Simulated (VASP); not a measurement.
# AgCl (Chlorargyrite): structure and properties in VASP, part 2 of 5

Wanted: the relaxed cell of AgCl (Chlorargyrite) and its properties. The start is a cell from a database of measured crystal structures.

VASP 6.6.1; r2SCAN with rVV10; plane waves and PAW (Ag, Cl).

So far, gap on the k-mesh (eV): step 2 (relaxing cell and atoms (r2SCAN + rVV10)) 1.44. The relaxed cell has a = 5.496 Å (conventional setting).

The database entry behind the starting cell differs from later determinations by our own check (an axis about 1.4 % short against later determinations), so it need not match the best structure at ambient conditions.

### 3. Second relaxation

The basis stayed that of the start cell while the cell moved. A rerun from the cell reached resets it; the error of the finite cutoff stays.

Input file INCAR:

```
SYSTEM = AgCl
PREC = Accurate
ENCUT = 400
EDIFF = 1E-06
NELM = 100
ISMEAR = 0
SIGMA = 0.05
LREAL = .FALSE.
ALGO = Normal
METAGGA = R2SCAN
LUSE_VDW = .TRUE.
IVDW_NL = 2
BPARAM = 11.95
CPARAM = 0.0093
LASPH = .TRUE.
NBANDS = 15
LORBIT = 11
LWAVE = .FALSE.
LCHARG = .FALSE.
KPAR = 2
IBRION = 2
NSW = 60
ISIF = 3
EDIFFG = -0.01
```

Input file POSCAR:

```
AgCl
1.0
    0.0000000000      2.7478564130      2.7478564130
    2.7478564130      0.0000000000      2.7478564130
    2.7478564130      2.7478564130      0.0000000000
Ag Cl
1 1
Direct
    0.0000000000      0.0000000000      0.0000000000
    0.5000000000      0.5000000000      0.5000000000
```

Input file KPOINTS:

```
Automatic mesh
0
Gamma
7 7 7
0 0 0
```

Potentials, in the order of the species: Ag and Cl (PBE family, release 64).

The run is started by

```bash
$ mpirun -np 2 vasp_std
```

Log:

```text
[banner, memory and clock lines left out]
running    2 mpi-ranks, on    1 nodes
 distrk:  each k-point on    1 cores,    2 groups
 distr:  one band on    1 cores,    1 groups

 POSCAR found type information on POSCAR AgCl
 POSCAR found :  2 types and       2 ions
 [... a notice as in an earlier step ...]

 [... a notice as in an earlier step ...]

 LDA part: xc-table for (None), standard interpolation
 POSCAR, INCAR and KPOINTS ok, starting setup
 FFT: planning ... GRIDC
 FFT: planning ... GRID_SOFT
 FFT: planning ... GRID
 WAVECAR not read
 entering main loop
       N       E                     dE             d eps       ncg     rms          rms(c)
Total rVV10 correction in eV:      0.5283850    21.5737324
Total rVV10 correction in eV:      0.5283850    21.5737324
DAV:   1     0.573677258243E+02    0.57368E+02   -0.76351E+03   616   0.894E+02
DAV:   2    -0.301251612908E+02   -0.87493E+02   -0.81648E+02   754   0.210E+02
DAV:   3    -0.331456883359E+02   -0.30205E+01   -0.30152E+01   740   0.411E+01
DAV:   4    -0.331673850800E+02   -0.21697E-01   -0.21695E-01   754   0.373E+00
DAV:   5    -0.331677032085E+02   -0.31813E-03   -0.31812E-03   747   0.442E-01    0.707E+00
Total rVV10 correction in eV:      0.5277105    21.5737320
Total rVV10 correction in eV:      0.5277105    21.5737320
DAV:   6    -0.281632451935E+02    0.50045E+01   -0.37778E+00   607   0.211E+01    0.631E+00
Total rVV10 correction in eV:      0.5332129    21.5737320
Total rVV10 correction in eV:      0.5332129    21.5737320
DAV:   7    -0.281031043434E+02    0.60141E-01   -0.17452E-01   649   0.445E+00    0.401E+00
Total rVV10 correction in eV:      0.5417123    21.5737320
Total rVV10 correction in eV:      0.5417123    21.5737320
DAV:   8    -0.280915412984E+02    0.11563E-01   -0.11860E-01   663   0.408E+00    0.791E-01
Total rVV10 correction in eV:      0.5438852    21.5737320
Total rVV10 correction in eV:      0.5438852    21.5737320
DAV:   9    -0.280925306694E+02   -0.98937E-03   -0.42028E-03   775   0.722E-01    0.384E-01
Total rVV10 correction in eV:      0.5433525    21.5737320
Total rVV10 correction in eV:      0.5433525    21.5737320
DAV:  10    -0.280919092041E+02    0.62147E-03   -0.14605E-03   705   0.434E-01    0.139E-01
Total rVV10 correction in eV:      0.5429776    21.5737320
Total rVV10 correction in eV:      0.5429776    21.5737320
DAV:  11    -0.280918530690E+02    0.56135E-04   -0.62377E-04   775   0.213E-01    0.375E-02
Total rVV10 correction in eV:      0.5429880    21.5737320
Total rVV10 correction in eV:      0.5429880    21.5737320
DAV:  12    -0.280918525286E+02    0.54041E-06   -0.10591E-05   782   0.325E-02    0.243E-02
Total rVV10 correction in eV:      0.5431138    21.5737320
Total rVV10 correction in eV:      0.5431138    21.5737320
DAV:  13    -0.280918516863E+02    0.84231E-06   -0.24227E-05   698   0.553E-02    0.676E-03
Total rVV10 correction in eV:      0.5430980    21.5737320
Total rVV10 correction in eV:      0.5430980    21.5737320
DAV:  14    -0.280918513205E+02    0.36578E-06   -0.94269E-07   412   0.118E-02
Total rVV10 correction in eV:      0.5430831    21.5737320
Total rVV10 correction in eV:      0.5430831    21.5737320
Total rVV10 correction in eV:      0.5430917    21.5737320
Total rVV10 correction in eV:      0.5430917    21.5737320
   1 F= -.28091851E+02 E0= -.28091851E+02  d E =-.280919E+02
 curvature:   0.00 expect dE= 0.000E+00 dE for cont linesearch  0.000E+00
 trial: gam= 0.00000 g(F)=  0.662E-60 g(S)=  0.194E-04 ort = 0.000E+00 (trialstep = 0.100E+01)
 search vector abs. value=  0.194E-04
 reached required accuracy - stopping structural energy minimisation
```

Wall time 88 s (2 MPI ranks of AMD EPYC 7R43, shared host); peak memory 0.42 GiB; 2.8 min of CPU time.

OUTCAR, selected parts (step 3):

```text
  LATTYP: Found a face centered cubic cell.
 ALAT       =     5.4957128260

The static configuration has the point symmetry O_h .

 Found     20 irreducible k-points:

   ENCUT  =  400.0 eV  29.40 Ry    5.42 a.u.   6.34  6.34  6.34*2*pi/ulx,y,z

   NELECT =      18.0000    total number of electrons

 E-fermi :   4.1196

 k-point     1 :       0.0000    0.0000    0.0000
  band No.  band energies     occupation
    ...
      5       1.3387      2.00000
      6       1.3387      2.00000
      7       1.3387      2.00000
      8       1.3920      2.00000
      9       1.3920      2.00000
     10       5.2546      0.00000
     11      15.1731      0.00000
     12      15.1731      0.00000
     13      15.1731      0.00000
     14      16.5026      0.00000
    ...

 k-point     2 :       0.1429    0.0000    0.0000
  band No.  band energies     occupation
    ...
      5       1.4131      2.00000
      6       1.4131      2.00000
      7       1.6511      2.00000
      8       2.3372      2.00000
      9       2.3372      2.00000
     10       6.1429      0.00000
     11      13.5139      0.00000
     12      14.7822      0.00000
     13      14.7822      0.00000
     14      16.5391      0.00000
    ...

  Total       -0.0163586     -0.0163586     -0.0163586      0.0000000      0.0000000      0.0000000
  in kB       -0.6316039     -0.6316039     -0.6316039      0.0000000      0.0000000      0.0000000
  external PRESSURE =      -0.6316039 kB  Pullay stress =       0.0000000 kB

 POSITION                                       TOTAL-FORCE (eV/Angst)
 -----------------------------------------------------------------------------------
      0.00000      0.00000      0.00000        -0.000000      0.000000      0.000000
      2.74786      2.74786      2.74786         0.000000     -0.000000     -0.000000
 -----------------------------------------------------------------------------------
    total drift:                                0.000000      0.000000      0.000000

  FREE ENERGIE OF THE ION-ELECTRON SYSTEM (eV)
  ---------------------------------------------------
  free  energy   TOTEN  =       -28.0918513205 eV

  energy  without entropy=      -28.0918513205  energy(sigma->0) =      -28.09185132

 total charge
# of ion       s       p       d       tot
------------------------------------------
    1        0.200   0.143   9.387   9.729
    2        1.609   3.511   0.000   5.119
--------------------------------------------------
tot          1.809   3.653   9.387  14.849

[... 6 parts as in an earlier step ...]

[... 6 further parts left out ...]
```

CONTCAR:

```
AgCl
   1.00000000000000
     0.0000000000000000    2.7478564130000001    2.7478564130000001
     2.7478564130000001    0.0000000000000000    2.7478564130000001
     2.7478564130000001    2.7478564130000001    0.0000000000000000
  Ag              Cl
     1     1
Direct
     0.0000000000000000    0.0000000000000000    0.0000000000000000
     0.5000000000000000    0.5000000000000000    0.5000000000000000
```

Little changed from the start: no atom moved by 0.005 Å and no cell edge by 0.1 %.

This step gave:

| Quantity | Value |
| --- | --- |
| Fermi energy | 4.120 eV |
| pressure | -0.06316 GPa |
| SCF cycles over all ionic steps | 14 |

It ends with forces that vanish by symmetry and a pressure of -0.06 GPa. The volume moved by under 0.01 %: the run met its threshold at the first step.

### 4. Density, ELF and potential (r2SCAN + rVV10)

A single point on the relaxed cell gives a clean self-consistent state, with density, ELF and potential written out.

Edit INCAR of step 3 so:

```diff
@@ -18,7 +18,5 @@
 LWAVE = .FALSE.
-LCHARG = .FALSE.
-KPAR = 2
-IBRION = 2
-NSW = 60
-ISIF = 3
-EDIFFG = -0.01
+LCHARG = .TRUE.
+ISIF = 2
+LELF = .TRUE.
+LVHAR = .TRUE.
```

POSCAR is that of step 3.

KPOINTS is that of step 3.

The run is started by

```bash
$ mpirun -np 2 vasp_std
```

Log:

```text
[banner, memory and clock lines left out]
running    2 mpi-ranks, on    1 nodes
 distrk:  each k-point on    2 cores,    1 groups
 distr:  one band on    1 cores,    2 groups

 POSCAR found type information on POSCAR AgCl
 POSCAR found :  2 types and       2 ions
 [... a notice as in an earlier step ...]

 [... a notice as in an earlier step ...]

 LDA part: xc-table for (None), standard interpolation
|                                                                             |
|           W    W    AA    RRRRR   N    N  II  N    N   GGGG   !!!           |
|           W    W   A  A   R    R  NN   N  II  NN   N  G    G  !!!           |
|           W    W  A    A  R    R  N N  N  II  N N  N  G       !!!           |
|           W WW W  AAAAAA  RRRRR   N  N N  II  N  N N  G  GGG   !            |
|           WW  WW  A    A  R   R   N   NN  II  N   NN  G    G                |
|           W    W  A    A  R    R  N    N  II  N    N   GGGG   !!!           |
|                                                                             |
|     The number of bands has been changed from the values supplied in        |
|     The orbitals not found in the WAVECAR file will be initialized with     |
|     random numbers, which is usually adequate. For correlated               |
|     calculations, however, you should redo the groundstate calculation.     |
|     I found NBANDS = 15. Now, NBANDS = 16.                                  |
|                                                                             |

 POSCAR, INCAR and KPOINTS ok, starting setup
 FFT: planning ... GRIDC
 FFT: planning ... GRID_SOFT
 FFT: planning ... GRID
 WAVECAR not read
 entering main loop
       N       E                     dE             d eps       ncg     rms          rms(c)
Total rVV10 correction in eV:      0.5283850    21.5737324
DAV:   1     0.588769113915E+02    0.58877E+02   -0.74559E+03   656   0.830E+02
DAV:   2    -0.302641601550E+02   -0.89141E+02   -0.82811E+02   832   0.202E+02
DAV:   3    -0.331480231120E+02   -0.28839E+01   -0.28787E+01   768   0.387E+01
DAV:   4    -0.331674250072E+02   -0.19402E-01   -0.19400E-01   808   0.346E+00
DAV:   5    -0.331677039005E+02   -0.27889E-03   -0.27889E-03   792   0.398E-01    0.707E+00
Total rVV10 correction in eV:      0.5277103    21.5737320
DAV:   6    -0.281633603180E+02    0.50043E+01   -0.36599E+00   656   0.198E+01    0.632E+00
Total rVV10 correction in eV:      0.5332107    21.5737320
DAV:   7    -0.281031815963E+02    0.60179E-01   -0.17023E-01   728   0.415E+00    0.401E+00
Total rVV10 correction in eV:      0.5416716    21.5737320
DAV:   8    -0.280914564726E+02    0.11725E-01   -0.11354E-01   696   0.379E+00    0.805E-01
Total rVV10 correction in eV:      0.5438892    21.5737320
DAV:   9    -0.280925544356E+02   -0.10980E-02   -0.41001E-03   832   0.667E-01    0.393E-01
Total rVV10 correction in eV:      0.5432937    21.5737320
DAV:  10    -0.280918836685E+02    0.67077E-03   -0.16272E-03   736   0.438E-01    0.122E-01
Total rVV10 correction in eV:      0.5429686    21.5737320
DAV:  11    -0.280918543042E+02    0.29364E-04   -0.50036E-04   824   0.178E-01    0.379E-02
Total rVV10 correction in eV:      0.5429920    21.5737320
DAV:  12    -0.280918519052E+02    0.23991E-05   -0.12371E-05   768   0.362E-02    0.224E-02
Total rVV10 correction in eV:      0.5431117    21.5737320
DAV:  13    -0.280918514645E+02    0.44070E-06   -0.19245E-05   720   0.476E-02    0.606E-03
Total rVV10 correction in eV:      0.5430970    21.5737320
DAV:  14    -0.280918512671E+02    0.19738E-06   -0.73854E-07   384   0.978E-03
Total rVV10 correction in eV:      0.5430848    21.5737320
Total rVV10 correction in eV:      0.5430915    21.5737320
   1 F= -.28091851E+02 E0= -.28091851E+02  d E =-.602996E-15
```

The job ended after 87 s (2 MPI ranks; peak memory 0.29 GiB).

From OUTCAR (step 4):

```text
The static configuration has the point symmetry O_h .

 Found     20 irreducible k-points:

   k-points           NKPTS =     20   k-points in BZ     NKDIM =     20   number of bands    NBANDS=     16

   NELECT =      18.0000    total number of electrons

 E-fermi :   4.0774

 k-point     1 :       0.0000    0.0000    0.0000
  band No.  band energies     occupation
    ...
      5       1.3386      2.00000
      6       1.3386      2.00000
      7       1.3386      2.00000
      8       1.3920      2.00000
      9       1.3920      2.00000
     10       5.2545      0.00000
     11      15.1731      0.00000
     12      15.1731      0.00000
     13      15.1731      0.00000
     14      16.5026      0.00000
    ...

 k-point     2 :       0.1429    0.0000    0.0000
  band No.  band energies     occupation
    ...
      5       1.4130      2.00000
      6       1.4130      2.00000
      7       1.6510      2.00000
      8       2.3372      2.00000
      9       2.3372      2.00000
     10       6.1429      0.00000
     11      13.5139      0.00000
     12      14.7821      0.00000
     13      14.7821      0.00000
     14      16.5391      0.00000
    ...

  Total       -0.0152461     -0.0152461     -0.0152461      0.0000000      0.0000000     -0.0000000
  in kB       -0.5886491     -0.5886491     -0.5886491      0.0000000      0.0000000     -0.0000000
  external PRESSURE =      -0.5886491 kB  Pullay stress =       0.0000000 kB

  FREE ENERGIE OF THE ION-ELECTRON SYSTEM (eV)
  ---------------------------------------------------
  free  energy   TOTEN  =       -28.0918512671 eV

  energy  without entropy=      -28.0918512671  energy(sigma->0) =      -28.09185127

[... 9 parts as in an earlier step ...]

[... 5 further parts left out ...]
```

This step gave:

```yaml
scf_cycles: 14
bands: 16
fermi_energy: 4.077 eV
pressure: -0.05886 GPa
```

Valence electrons inside each PAW sphere by angular momentum. Sphere charges, by row:

| atom | s (e) | p (e) | d (e) | tot (e) |
| --- | --- | --- | --- | --- |
| Ag1 | 0.2 | 0.143 | 9.387 | 9.729 |
| Cl2 | 1.609 | 3.511 | 0 | 5.119 |

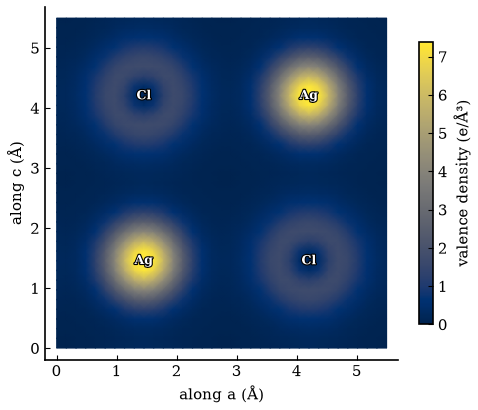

Valence density in the ac plane of the conventional cell at fractional y = 0.000, with atoms of Ag and Cl within 0.2 Å of it. It is the smooth field of the valence electrons, not physical close to the nuclei. The map starts off the cell's origin, so that atoms lie inside it.

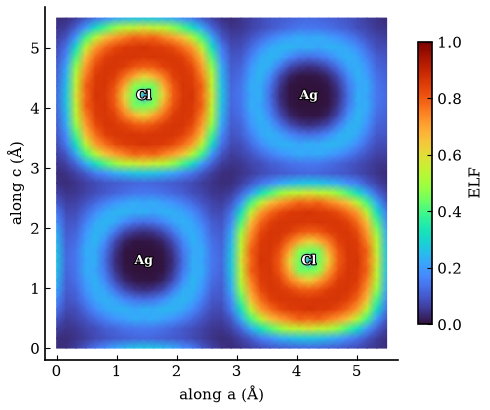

ELF in the ac plane of the conventional cell at fractional y = 0.000, with atoms of Ag and Cl within 0.2 Å of it. It is the smooth field of the valence electrons, not physical close to the nuclei. The map starts off the cell's origin, so that atoms lie inside it.

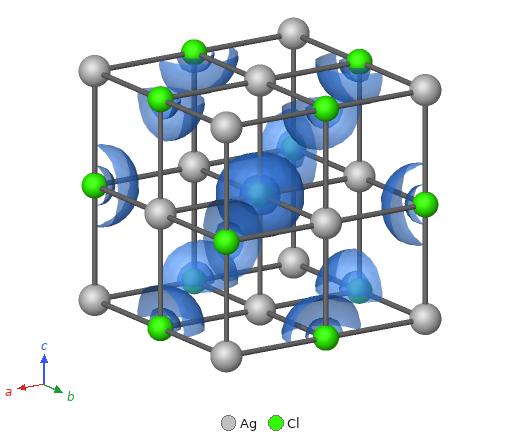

Surface of ELF = 0.79.

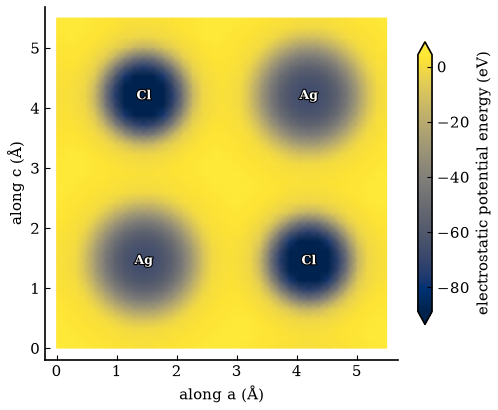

Electrostatic potential energy in the ac plane of the conventional cell at fractional y = 0.000, with atoms of Ag and Cl within 0.2 Å of it. With pseudopotentials it is smooth inside the atoms' cores, unlike the true potential. The map starts off the cell's origin, so that atoms lie inside it.

In this run the pressure is -0.06 GPa, small enough to go on.

(Continued in part 3 of 5.)

[Lines on the potential files, build, host, timing and source positions are cut from VASP's logs without a mark.]

[Logs are printed without paths, hosts, clocks, repeated set-up lines and the standing remarks that a program may print on its own settings, such as how far it seeks lower states.]

[Hosts, paths, dates, database ids (printed as entryN), source tags and the programs' standing remarks are cut or masked in the printed files.]

[A measured line is paired with the nearest computed mode of its activity, which favours agreement.]
